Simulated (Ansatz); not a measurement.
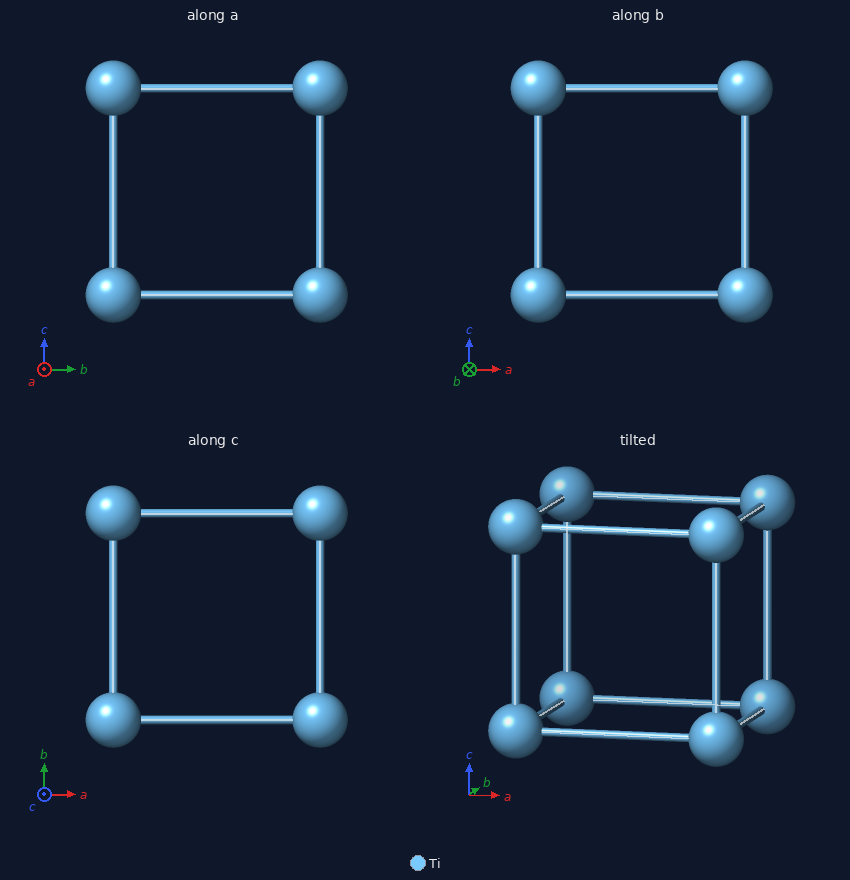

Ball-and-stick representation of a periodic structure, projected along the a axis, along the b axis, along the c axis and slightly off an axis. The wireframe shows the conventional unit cell.

Lattice parameters: a = 2.631 Å, b = 2.631 Å, c = 2.631 Å, α = 90.00°, β = 90.00°, γ = 90.00°.

Question: Write down what is shown as a table of Wyckoff sites.

Answer: Space group Pm-3m (No. 221).
| atom | site | x | y | z |
| --- | --- | --- | --- | --- |
| Ti | 1a | 0.0000 | 0.0000 | 0.0000 |

The starting point was a structure type filled with this element by a generator (whether the element takes this form wasn't checked). Relaxation method: Ansatz 0.2.0, DFT, r2SCAN, plane waves (500 eV) with PAW, scalar-relativistic.
